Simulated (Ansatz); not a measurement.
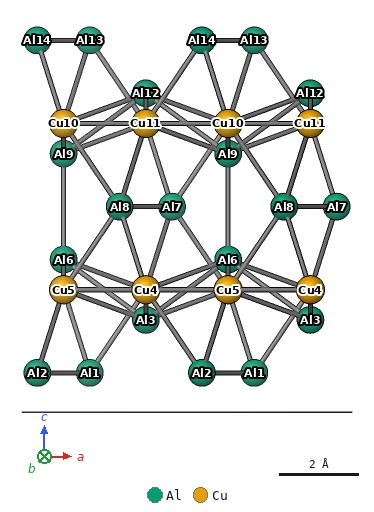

Starting structure of a slab of composition Al₅Cu₂ (cut from the I4/mcm phase). Style: ball-and-stick. Shown: the 2 × 1 repeat of the cell, outlined in the plane, without the vacuum, along the b axis.

Case: clean slab, lower half held. The slab is the (1 1 0) face of Al2Cu. 6 atoms are held fixed.

Method: Ansatz, DFT PBEsol, scalar-relativistic, plane waves, PAW.

Input file:
```yaml
crystal:
  lattice:
    - [4.8278486175, 0.0, 0.0]
    - [-2.4139243087, 4.2377626291, 0.0]
    - [0.0, 0.0, 25.4755252581]
  atoms:
    - { symbol: Al, position: [0.4093199578, 0.8186399157, 0.333653572] }
    - { symbol: Al, position: [0.0906800422, 0.1813600843, 0.333653572] }
    - { symbol: Al, position: [0.75, 0.5, 0.3866581838] }
    - { symbol: Cu, position: [0.75, 0.0, 0.416826786] }
    - { symbol: Cu, position: [0.25, 0.0, 0.416826786] }
    - { symbol: Al, position: [0.25, 0.5, 0.4469953882] }
    - { symbol: Al, position: [0.9093199578, 0.8186399157, 0.5] }
    - { symbol: Al, position: [0.5906800422, 0.1813600843, 0.5] }
    - { symbol: Al, position: [0.25, 0.5, 0.5530046118] }
    - { symbol: Cu, position: [0.25, 0.0, 0.583173214] }
    - { symbol: Cu, position: [0.75, 0.0, 0.583173214] }
    - { symbol: Al, position: [0.75, 0.5, 0.6133418162] }
    - { symbol: Al, position: [0.4093199578, 0.8186399157, 0.666346428] }
    - { symbol: Al, position: [0.0906800422, 0.1813600843, 0.666346428] }
basis:
  ecutwfc: 420
kpoints:
  mp_grid: { grid: [7, 7, 1] }
hamiltonian:
  xc: pbesol
scf:
  occupations: { method: gaussian, width: 0.1 }
output:
  forces: true
  eigenvalues: true
  write_density: true
  write_potential: true
  elf: true
  volumetric_format: npy
relax:
  adjacent_minimum: "off"
  f_tol: 0.03
  max_steps: 70
  constraints: [{ sites: [0, 1, 2, 3, 4, 5] }]
efield:
  axis: 3
  dipole_correction: true
  ramp_width: 0.04
```

Launched with:
```bash
ansatz run input.yaml --threads 2 --pin off --max-ram 5120MiB --backend cpu --events-out ev --progress --plain --runs-dir out
```

> Where does the constrained relaxation end?

After 2 accepted moves (3 points after the start) the energy has fallen by 19.6 meV per cell of the calculation. Largest force component: 0.15 eV/Å at the start, 0.029 eV/Å at the end. 1 step only repeated the SCF at the same geometry. The largest move is that of Al12, 0.11 Å along the normal (+c). Largest moves by element: Al 0.11 Å, Cu 0.01 Å. The cell stays as it was. Near-neighbour distances that change, for instance: Al13–Al14 2.701 → 2.760 Å, Cu10–Al12 2.557 → 2.594 Å, Al13–Al14 (another image) 2.862 → 2.830 Å, Al9–Al12 2.862 → 2.890 Å. Bond angles that change, for instance: Cu10–Al12–Cu10 145.0° → 140.1°, Cu10–Al12–Cu11 111.9° → 109.5°, Al9–Al12–Cu10 103.7° → 101.6°.

After the run, drawn alike:

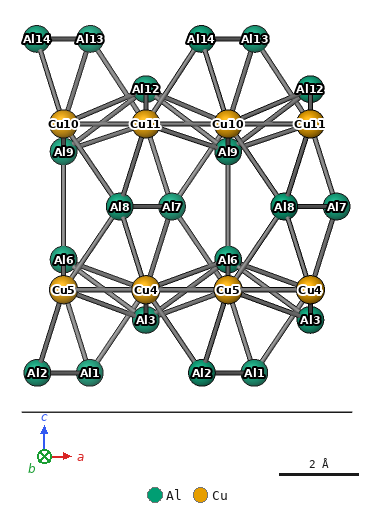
